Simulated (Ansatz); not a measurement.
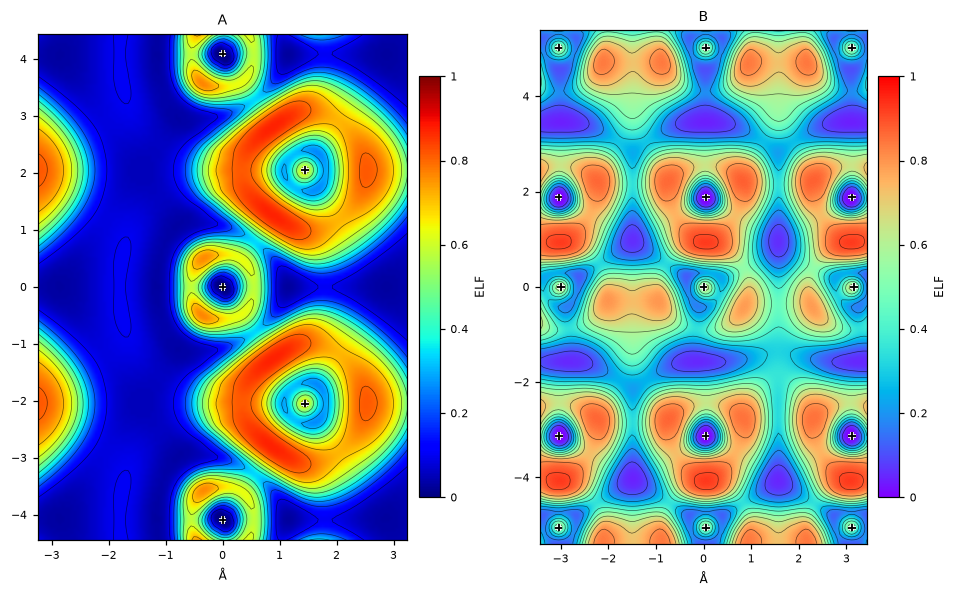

The ELF of 2 systems, each on a plane through atoms (crosses mark nuclei in the plane).

Computed with DFT r2SCAN, scalar-relativistic, plane waves, PAW in Ansatz.

System 1: TiSi, the (110) plane of the conventional cell. Space group F-43m; started from the zinc blende prototype, which need not be the ambient phase; the program warned that a starting moment wasn't kept; spin-polarised, but the moments vanished.

```cif
data_structure
_symmetry_space_group_name_H-M 'P 1'
_symmetry_Int_Tables_number 1
_cell_length_a 5.7914
_cell_length_b 5.7914
_cell_length_c 5.7914
_cell_angle_alpha 90.000
_cell_angle_beta 90.000
_cell_angle_gamma 90.000
_cell_volume 194.24
loop_
_atom_site_label
_atom_site_type_symbol
_atom_site_fract_x
_atom_site_fract_y
_atom_site_fract_z
_atom_site_occupancy
Ti1 Ti 0.50000 0.50000 0.00000 1
Ti2 Ti 0.00000 0.50000 0.50000 1
Ti3 Ti 0.00000 0.00000 0.00000 1
Ti4 Ti 0.50000 0.00000 0.50000 1
Si1 Si 0.25000 0.75000 0.25000 1
Si2 Si 0.75000 0.75000 0.75000 1
Si3 Si 0.75000 0.25000 0.25000 1
Si4 Si 0.25000 0.25000 0.75000 1
```

System 2: Si16C15 (cell charge +1, with a compensating background) (cell with a defect), the (010) plane of the calculation cell. Spin-polarised.

```
Si C
1.0
     6.15512    0.00000    0.00000
    -3.07756   -5.33049    0.00000
     0.00000    0.00000  -10.07677
Si C
16 15
Cartesian
  -0.0064 -1.7894 -0.5715
  3.0712 -1.7687 -0.6219
  -1.5357 -4.4539 -0.6237
  1.5230 -4.4539 -0.6237
  4.6055 -0.8887 -5.6709
  1.5371 -0.8887 -5.6709
  3.0713 -3.5537 -5.6611
  -0.0063 -3.5588 -5.6690
  3.0713 -5.2695 -3.1661
  -0.0063 -5.3300 -3.1643
  4.5682 -2.6820 -3.1537
  1.5746 -2.6823 -3.1539
  -1.5374 -2.6652 -8.1761
  1.5247 -2.6652 -8.1761
  -0.0063 -0.0151 -8.1784
  3.0713 -0.0030 -8.1789
  3.0712 -1.7574 -2.5092
  -1.5315 -4.4486 -2.5120
  1.5190 -4.4486 -2.5121
  4.6100 -0.8926 -7.5645
  1.5325 -0.8926 -7.5644
  3.0713 -3.5586 -7.5795
  -0.0063 -3.5565 -7.5627
  3.0713 -0.0012 -5.0395
  -0.0063 -0.0124 -5.0363
  1.5244 -2.6613 -5.0333
  4.6182 -2.6612 -5.0333
  1.5328 -2.6715 -0.0190
  4.6095 -2.6715 -0.0189
  3.0713 -0.0040 -10.0691
  -0.0063 -0.0112 -0.0257
```

### Match each panel to its system.

Panel A is system 1, TiSi: the plane holds Ti and Si. Ti–Si (2.51 Å): the ELF peaks at about 0.85 in the valence shell of Si, 0.9 Å from its nucleus, and is about 0.70 at the midpoint. Panel B is system 2, Si16C15: the plane holds Si and C. Si–C (1.88 Å): the ELF peaks at about 0.95 between the atoms, as expected for localised, covalent bonding.
